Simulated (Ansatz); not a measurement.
# Polarity and tunnelling in MgB2/SiC/Mg, part 5 of 6

Wanted: the change of resistance of MgB2/SiC/Mg with the barrier's polarity. The lower electrode is MgB2 AlB2(0001), the upper one Mg hcp(0001); the barrier is SiC wurtzite(0001) (whole bilayers). In the first transport cell, after relaxation, the nearest pair of electrode and barrier is B–Si at 2.77 Å, along the normal, too long for a bond, at the lower face and Mg–Si at 2.92 Å, at a slant, at the upper one. A gap without bonds adds to the barrier. All share a net of side 3.07 Å, which strains the lower electrode by +0.0 %, the upper one by -3.8 % and the barrier by -0.7 %, against typed lattice constants near PBE's. The first steps treat the bulk electrodes alone.

Ansatz 0.2.0; PBE DFT, plane waves, PAW files (the session's first sound run).

So far, transmission at the Fermi level (a spin, zone mean): step 5 (transmission over a wide range of energy, polarity C face on the lower …) 0.00862; step 6 (conductance on a fine mesh, polarity C face on the lower electrode, gap between …) 0.00612.

### Step 8. T(E) of the junction, polarity Si face on the lower electrode, gap between the electrodes 12.42 Å

This step: PBE DFT, plane waves, PAW files; ballistic transmission by layer matching between semi-infinite leads (Ansatz 0.2.0).

System of this step: MgB2/SiC/Mg. The cell holds 36 atoms: 12 B, 16 Mg, 4 Si and 4 C. Its edges and angles: a = 3.070 Å, b = 3.070 Å, c = 70.268 Å, α = 90.0°, β = 90.0°, γ = 120.0°. Regions: left electrode, 17 atoms (12 B and 5 Mg); barrier, 8 atoms (4 Si and 4 C); right electrode, 11 atoms (11 Mg). Vacuum lies along c.

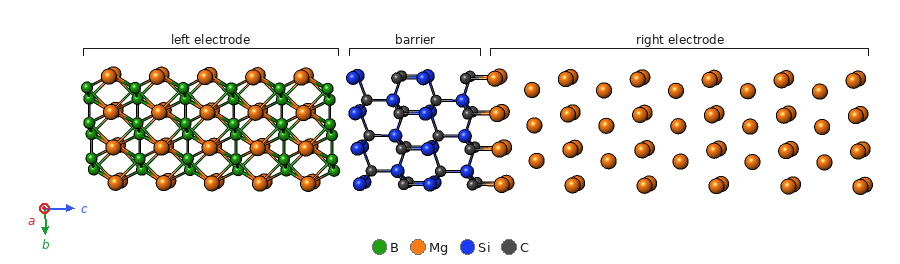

The cell of this step (boron green, magnesium orange, silicon blue, carbon dark grey). Bonds to atoms that aren't drawn are left out. 1×3×1 cells are drawn. Some periodic images of atoms are drawn too.

A wide window again for the changed junction, to set beside the first polarity.

input.yaml reads:

```yaml
crystal:
  lattice:
    - [3.07, 0.0, 0.0]
    - [-1.535, 2.6586979896, 0.0]
    - [0.0, 0.0, 70.2675276162]
  atoms:
    - { symbol: B, position: [0.33333333, 0.66666667, 0.0996192728] }
    - { symbol: B, position: [0.66666667, 0.33333333, 0.0996192728] }
    - { symbol: Mg, position: [0.0, 0.0, 0.1246815157] }
    - { symbol: B, position: [0.33333333, 0.66666667, 0.1497437587] }
    - { symbol: B, position: [0.66666667, 0.33333333, 0.1497437587] }
    - { symbol: Mg, position: [0.0, 0.0, 0.1748060016] }
    - { symbol: B, position: [0.33333333, 0.66666667, 0.1998682446] }
    - { symbol: B, position: [0.66666667, 0.33333333, 0.1998682446] }
    - { symbol: Mg, position: [0.0, 0.0, 0.2249304875] }
    - { symbol: B, position: [0.33333333, 0.66666667, 0.2499927305] }
    - { symbol: B, position: [0.66666667, 0.33333333, 0.2499927305] }
    - { symbol: Mg, position: [0.0, 0.0, 0.2750549734] }
    - { symbol: B, position: [0.33333333, 0.66666667, 0.3001172164] }
    - { symbol: B, position: [0.66666667, 0.33333333, 0.3001172164] }
    - { symbol: Mg, position: [0.0, 0.0, 0.3251794594] }
    - { symbol: B, position: [0.33333333, 0.66666667, 0.3499995777] }
    - { symbol: B, position: [0.66666667, 0.33333333, 0.350205116] }
    - { symbol: Si, position: [0.0, 0.0, 0.379035894] }
    - { symbol: C, position: [0.33333333, 0.66666667, 0.3886914872] }
    - { symbol: Si, position: [0.33333333, 0.66666667, 0.4160317765] }
    - { symbol: C, position: [0.0, 0.0, 0.4247411339] }
    - { symbol: Si, position: [0.0, 0.0, 0.4521508612] }
    - { symbol: C, position: [0.33333333, 0.66666667, 0.4607802099] }
    - { symbol: Si, position: [0.33333333, 0.66666667, 0.4884011557] }
    - { symbol: C, position: [0.0, 0.0, 0.4962943327] }
    - { symbol: Mg, position: [0.0, 0.0, 0.5268799457] }
    - { symbol: Mg, position: [0.66666667, 0.33333333, 0.5632121938] }
    - { symbol: Mg, position: [0.0, 0.0, 0.6006753642] }
    - { symbol: Mg, position: [0.66666667, 0.33333333, 0.6381385346] }
    - { symbol: Mg, position: [0.0, 0.0, 0.675601705] }
    - { symbol: Mg, position: [0.66666667, 0.33333333, 0.7130648753] }
    - { symbol: Mg, position: [0.0, 0.0, 0.7505280457] }
    - { symbol: Mg, position: [0.66666667, 0.33333333, 0.7879912161] }
    - { symbol: Mg, position: [0.0, 0.0, 0.8254543865] }
    - { symbol: Mg, position: [0.66666667, 0.33333333, 0.8629175569] }
    - { symbol: Mg, position: [0.0, 0.0, 0.9003807272] }
kpoints:
  mp_grid: { grid: [12, 12, 1] }
scf:
  occupations: { method: fermi_dirac, width: 0.1 }
  max_iter: 150
hamiltonian:
  xc: pbe
output:
  transmission:
    kmesh: [12, 12]
    e_range: [-2.5, 2.5]
    de: 0.1
    leads: [[6, 9], [30, 32]]
  dos: { projected: true, e_range: [-6, 5], de: 0.05 }
  write_potential: true
  write_density: true
  volumetric_format: npy
```

On the command line:

```bash
ansatz run input.yaml --threads 4 --pin off --max-ram 10240MiB --backend cpu --events-out ev --progress --plain --runs-dir out
```

Numbers of over 12 decimals in the logs are rounded to 6 here.

What it wrote:

```text
[...]
Crystal: 36 atoms, lattice volume = 573.538 Å³
Basis set: ecut = 420 eV, 11155 PW (Γ)
Bands: 150, of which v1, the nominal top of the filled ones, is band 114 counted from 1 (113 counted from 0)
Symmetry: 6 space group operations
[...]
k-points: 19 of 144 (time reversal used)
[...]
SCF iter   1: F=—  HF=-36199.441366 eV  |F-HF|=—  |Δ(HF+E_count)|=         —  Δρ=1.09e-2  dr2=4.16e2  ethr=1.77e-3  ⟨swp⟩=9.9  Hψ=15347  notcnv=0  defer=251
[...]
SCF iter   9: F=-36198.215884 eV  HF=-36198.215884 eV  |F-HF|=4.43e-8  |Δ(HF+E_count)|=   1.15e-8  Δρ=1.50e-6  dr2=5.60e-8  ethr=4.39e-11  ⟨swp⟩=20.8  Hψ=16959  notcnv=0
SCF 1 converged in 9 iterations: F = -36198.215884 eV  dr2 = 5.60e-8
[...]
transmission: 116 of 1159 steps passed
transmission: 232 of 1159 steps passed
[...]
transmission: 1159 of 1159 steps passed
[...]
SCF converged after 9 iterations
Free energy (F): -36198.215884 eV
[...]
Internal energy: -36197.901424 eV  (E = F + TS)
E sigma→0 (E₀):  -36198.058654 eV
Entropy (-TS):   -0.314461 eV (-8.735 meV/atom)
Fermi energy:    5.726781 eV
[...]
--- Band table (eV; the first three rows and the last of 19) ---
  k-point 0: bands = [... 110 lower, 6.3030, 6.4071, 6.4071, 6.4791, 6.4791, 6.6682, 7.0344, 7.0344, ... 32 higher]
  k-point 1: bands = [... 110 lower, 5.9171, 5.9246, 6.0180, 6.1215, 6.1848, 6.4998, 6.7722, 6.7900, ... 32 higher]
  k-point 2: bands = [... 110 lower, 5.2883, 5.3902, 5.4248, 5.4972, 5.5582, 6.1811, 6.2205, 7.1444, ... 32 higher]
  k-point 18: bands = [... 110 lower, 5.5519, 5.6762, 5.7153, 5.8122, 5.8493, 5.9232, 6.0071, 6.1077, ... 32 higher]
--- Transmission ---
  basis      : 73 plane waves across, 61 finite elements along
  points     : 19, standing for a mesh of 12 x 12
[...]
channels       : 8.194444e-1 a spin
[...]
slowest decay  : 0.1518 /Å at (0.3333, 0.0833)
[...]
channels       : 8.819444e-1 a spin
[...]
slowest decay  : 0.0136 /Å at (0.2500, 0.0833)
  junction   : crystal 0 to crystal 1, 15.50 to 46.85 Å
    transmission   : 5.833901e-3 a spin
[...]
```

Elapsed: 1.8 min, on 4 threads of Arm Neoverse V2, shared host; peak memory 2.9 GiB.

This step gave:

```yaml
free_energy: -36198.2159 eV
fermi_energy: 5.727 eV
transmission_at_the_fermi_level_a_spin_zone_mean: 0.005834
channels_of_the_lower_lead: 0.8194
channels_of_the_upper_lead: 0.8819
potential_step_in_the_lower_lead: 91.4 meV
potential_step_in_the_upper_lead: 6.8 meV
```

One spin. The transmission, zone mean by energy, zero at the Fermi level:

| energy (eV) | transmission, zone mean |
| --- | --- |
| -2.50 | 0.408 |
| -2.10 | 0.160 |
| -2.00 | 0.187 |
| -1.70 | 0.101 |
| -1.30 | 0.185 |
| -1.20 | 0.216 |
| -1.00 | 0.177 |
| -0.60 | 0.0332 |
| -0.20 | 0.00895 |
| 0.00 | 0.00583 |
| 0.20 | 0.00877 |
| 0.60 | 0.00433 |
| 1.00 | 0.00639 |
| 1.30 | 0.00671 |
| 1.70 | 0.00620 |
| 2.10 | 0.00946 |
| 2.50 | 0.0151 |

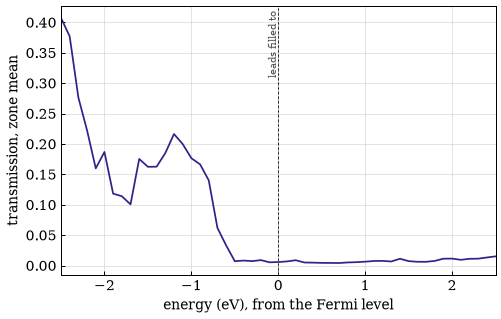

Transmission, zone mean against energy.

One spin. Open channels, zone mean against energy, zero at the Fermi level:

| energy (eV) | lower lead | upper lead |
| --- | --- | --- |
| -2.50 | 0.896 | 0.840 |
| -2.20 | 1.06 | 0.840 |
| -1.90 | 0.736 | 0.833 |
| -1.60 | 0.924 | 0.924 |
| -1.30 | 0.674 | 1.01 |
| -1.00 | 0.903 | 1.01 |
| -0.70 | 0.778 | 0.882 |
| -0.40 | 0.736 | 0.812 |
| -0.10 | 0.778 | 0.840 |
| 0.00 | 0.819 | 0.882 |
| 0.10 | 0.694 | 0.965 |
| 0.40 | 0.590 | 1.02 |
| 0.70 | 0.604 | 1.19 |
| 1.00 | 0.507 | 1.35 |
| 1.30 | 0.590 | 1.23 |
| 1.60 | 0.632 | 1.19 |
| 1.90 | 0.653 | 1.27 |
| 2.20 | 0.736 | 1.34 |
| 2.50 | 0.903 | 1.38 |

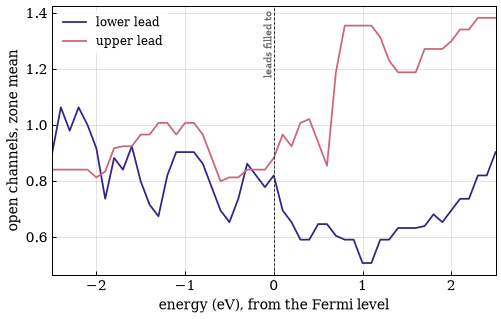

Open channels, zone mean against energy.

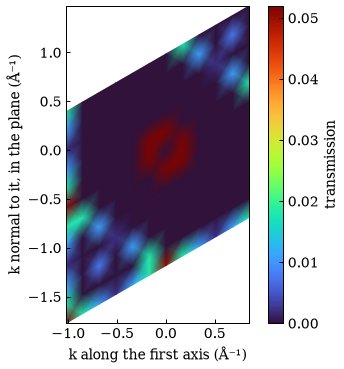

Transmission over k1 and k2. At 0.0000 eV from the Fermi level.

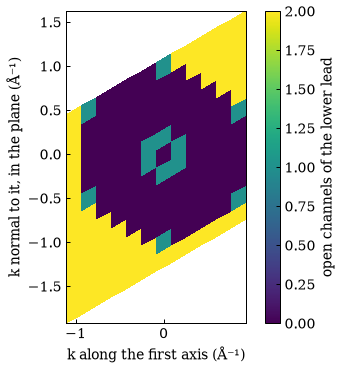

Open channels of the lower lead over k1 and k2. At 0.0000 eV from the Fermi level.

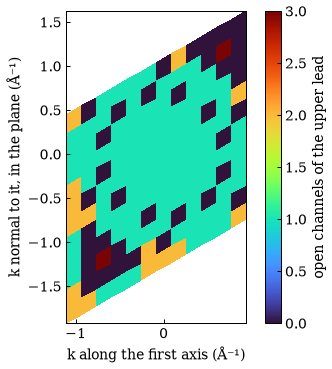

Open channels of the upper lead over k1 and k2. At 0.0000 eV from the Fermi level.

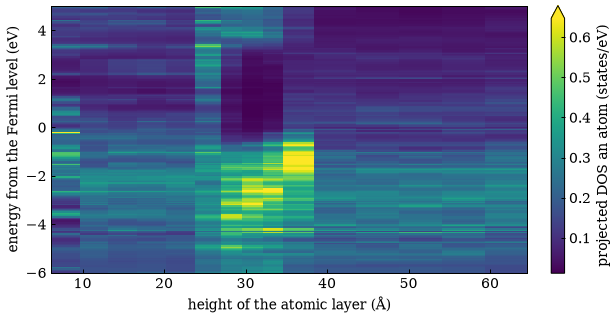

Projected DOS an atom over height of the atomic layer and energy from the Fermi level. Layers: B2 Mg B2 Mg B2 Mg B2 Mg B2 Mg B2 Si C Si C Si C Si C Mg Mg Mg Mg Mg Mg Mg Mg Mg Mg Mg; projections on atoms miss part of the total, and the computed bands can run out at the top of the range; a column is the mean of 2 neighbouring layers, the last of those left over.

At the Fermi level the transmission is 0.0058, as a zone mean for one spin on this coarse mesh. At the Fermi level the layers of this cell's barrier hold from 0.0077 to 0.16 states an eV and atom. In the worse lead the potential repeats within 91 meV, which the program flags as too much for a lead, so G carries that doubt.

### Step 9. Conductance, polarity Si face on the lower electrode, gap between the electrodes 12.42 Å

The conductance of the changed junction, on the mesh and energies of the first conductance run.

input.yaml: that of step 8 with these lines changed.

```diff
@@ -51,9 +51,5 @@
   transmission:
-    kmesh: [12, 12]
-    e_range: [-2.5, 2.5]
-    de: 0.1
+    kmesh: [30, 30]
+    e_range: [-0.26, 0.27]
+    de: 0.0375
     leads: [[6, 9], [30, 32]]
-  dos: { projected: true, e_range: [-6, 5], de: 0.05 }
-  write_potential: true
-  write_density: true
-  volumetric_format: npy
```

What it wrote:

```text
[...]
Crystal: 36 atoms, lattice volume = 573.538 Å³
Basis set: ecut = 420 eV, 11155 PW (Γ)
Bands: 150, of which v1, the nominal top of the filled ones, is band 114 counted from 1 (113 counted from 0)
Symmetry: 6 space group operations
[...]
k-points: 19 of 144 (time reversal used)
[...]
SCF iter   1: F=—  HF=-36199.441366 eV  |F-HF|=—  |Δ(HF+E_count)|=         —  Δρ=1.09e-2  dr2=4.16e2  ethr=1.77e-3  ⟨swp⟩=9.9  Hψ=15347  notcnv=0  defer=251
[...]
SCF iter   9: F=-36198.215884 eV  HF=-36198.215884 eV  |F-HF|=4.43e-8  |Δ(HF+E_count)|=   1.15e-8  Δρ=1.50e-6  dr2=5.60e-8  ethr=4.39e-11  ⟨swp⟩=20.8  Hψ=16959  notcnv=0
SCF 1 converged in 9 iterations: F = -36198.215884 eV  dr2 = 5.60e-8
[...]
transmission: 489 of 4823 steps passed
transmission: 966 of 4823 steps passed
[...]
transmission: 4823 of 4823 steps passed
SCF converged after 9 iterations
Free energy (F): -36198.215884 eV
[...]
Internal energy: -36197.901424 eV  (E = F + TS)
E sigma→0 (E₀):  -36198.058654 eV
Entropy (-TS):   -0.314461 eV (-8.735 meV/atom)
Fermi energy:    5.726781 eV
[...]
--- Band table (eV; the first three rows and the last of 19) ---
  k-point 0: bands = [... 110 lower, 6.3030, 6.4071, 6.4071, 6.4791, 6.4791, 6.6682, 7.0344, 7.0344, ... 32 higher]
  k-point 1: bands = [... 110 lower, 5.9171, 5.9246, 6.0180, 6.1215, 6.1848, 6.4998, 6.7722, 6.7900, ... 32 higher]
  k-point 2: bands = [... 110 lower, 5.2883, 5.3902, 5.4248, 5.4972, 5.5582, 6.1811, 6.2205, 7.1444, ... 32 higher]
  k-point 18: bands = [... 110 lower, 5.5519, 5.6762, 5.7153, 5.8122, 5.8493, 5.9232, 6.0071, 6.1077, ... 32 higher]
--- Transmission ---
  basis      : 73 plane waves across, 53 finite elements along
  points     : 91, standing for a mesh of 30 x 30
[...]
filled         : 19.1 meV under the level at which it is neutral
    channels       : 7.644444e-1 a spin
[...]
slowest decay  : 0.1063 /Å at (0.3000, 0.1667)
[...]
filled         : 13.9 meV under the level at which it is neutral
    channels       : 8.677778e-1 a spin
[...]
slowest decay  : 0.0111 /Å at (0.3000, 0.0000)
  junction   : crystal 0 to crystal 1, 15.50 to 46.85 Å
    transmission   : 5.071509e-3 a spin
[...]
resistance     : 1.9071e-1 Ω µm² beyond half of each lead's own
```

Wall time 2 min (4 threads); peak memory 2.5 GiB.

Numbers from this step:

```yaml
transmission_at_the_fermi_level_a_spin_zone_mean: 0.005072
channels_of_the_lower_lead: 0.7644
channels_of_the_upper_lead: 0.8678
ballistic_conductance_of_the_lower_lead: 7.15e14 S/m²
ballistic_conductance_of_the_upper_lead: 8.28e14 S/m²
junction_conductance: 5.21e12 S/m²
error_estimates_by_source_in_the_log_s_order: 1.9, 0.1, 26.9, 70.8, 0.2 %
resistance_area_product_beyond_the_leads: 0.1907 Ω um²
```

One spin. The transmission, zone mean by energy, zero at the Fermi level:

| energy (eV) | transmission, zone mean |
| --- | --- |
| -0.260 | 0.00553 |
| -0.223 | 0.00716 |
| -0.185 | 0.00811 |
| -0.147 | 0.00774 |
| -0.110 | 0.00759 |
| -0.072 | 0.00538 |
| -0.035 | 0.00579 |
| 0.003 | 0.00507 |
| 0.040 | 0.00532 |
| 0.077 | 0.00592 |
| 0.115 | 0.00697 |
| 0.152 | 0.00735 |
| 0.190 | 0.00638 |
| 0.228 | 0.00602 |
| 0.265 | 0.00549 |

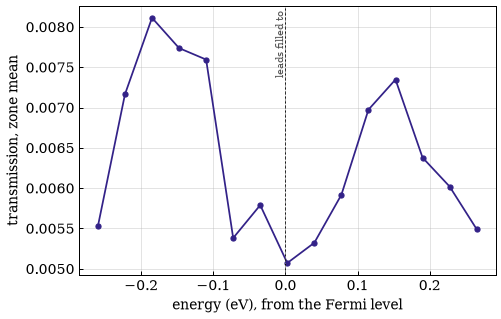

Transmission, zone mean against energy.

One spin. Open channels, zone mean against energy, zero at the Fermi level:

| energy (eV) | lower lead | upper lead |
| --- | --- | --- |
| -0.260 | 0.764 | 0.794 |
| -0.223 | 0.771 | 0.808 |
| -0.185 | 0.758 | 0.834 |
| -0.147 | 0.778 | 0.821 |
| -0.110 | 0.758 | 0.888 |
| -0.072 | 0.731 | 0.894 |
| -0.035 | 0.751 | 0.908 |
| 0.003 | 0.764 | 0.868 |
| 0.040 | 0.758 | 0.868 |
| 0.077 | 0.731 | 0.881 |
| 0.115 | 0.731 | 0.874 |
| 0.152 | 0.711 | 0.928 |
| 0.190 | 0.684 | 0.914 |
| 0.228 | 0.648 | 0.888 |
| 0.265 | 0.654 | 0.901 |

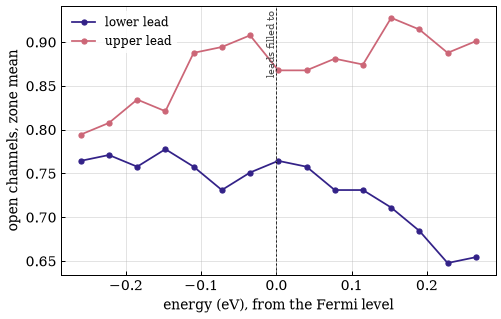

Open channels, zone mean, plotted against energy.

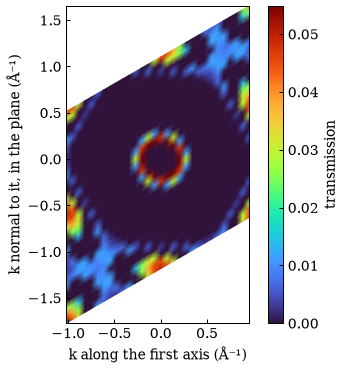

Transmission over k1 and k2. At 0.0025 eV from the Fermi level.

G = 5.2e12 S/m² (1/G = 0.192 Ω µm²), 0.89 times the step before of this kind, a change inside the error estimates. The largest error estimate is 71 %, from the leads' potential steps. In the worse lead the potential repeats within 91 meV, which the program flags as too much for a lead, so G carries that doubt.

### Step 10. Electroresistance

This step: Tunnel electroresistance (G_up - G_down) / G_down from the conductances of both polarities, PBE DFT, plane waves, PAW files (Ansatz 0.2.0).

No new run: the two polarities are divided.

Numbers from this step:

```yaml
conductance_first_polarity_s_m2: 5.83e12
conductance_second_polarity_s_m2: 5.21e12
electroresistance: 12 %
```

The two conductances carry error estimates of up to 62 % and 71 %, which the ratio inherits.

(Part 5 of 6 ends here.)

[Logs are printed without paths, hosts, clocks, repeated set-up lines and the standing remarks that a program may print on its own settings, such as how far it seeks lower states.]

[Hosts, paths, dates, database ids (printed as entryN), source tags and the programs' standing remarks are cut or masked in the printed files.]
